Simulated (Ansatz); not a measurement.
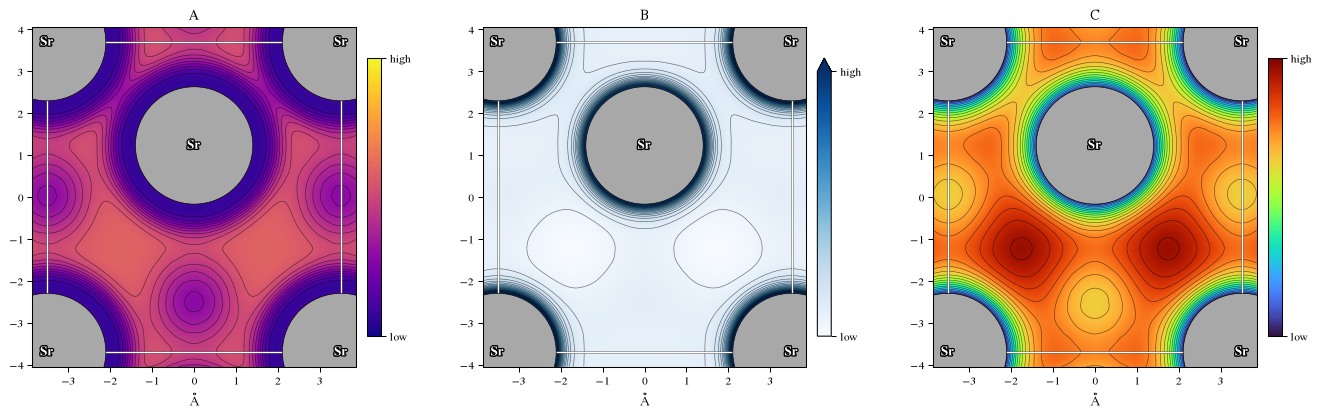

Sr: 3 fields on the (010) plane of the calculation cell, with unlabelled colour scales. Grey discs cover the atomic cores.

Space group P6₃/mmc.

Theory: DFT PBE, scalar-relativistic, plane waves, PAW (Ansatz).

Q: The panels show electron localisation function, electrostatic potential energy of an electron and valence pseudo-density in some order. Assign them.

A: Panel A: electron localisation function. Panel B: valence pseudo-density. Panel C: electrostatic potential energy of an electron (low next to the atoms, rising into the space between them). From the grid: Sr–Sr (4.29 Å): the density is about 0.04 e/Å³ at the midpoint; the ELF is about 0.30 at the midpoint; no shared electron pair shows on this line.
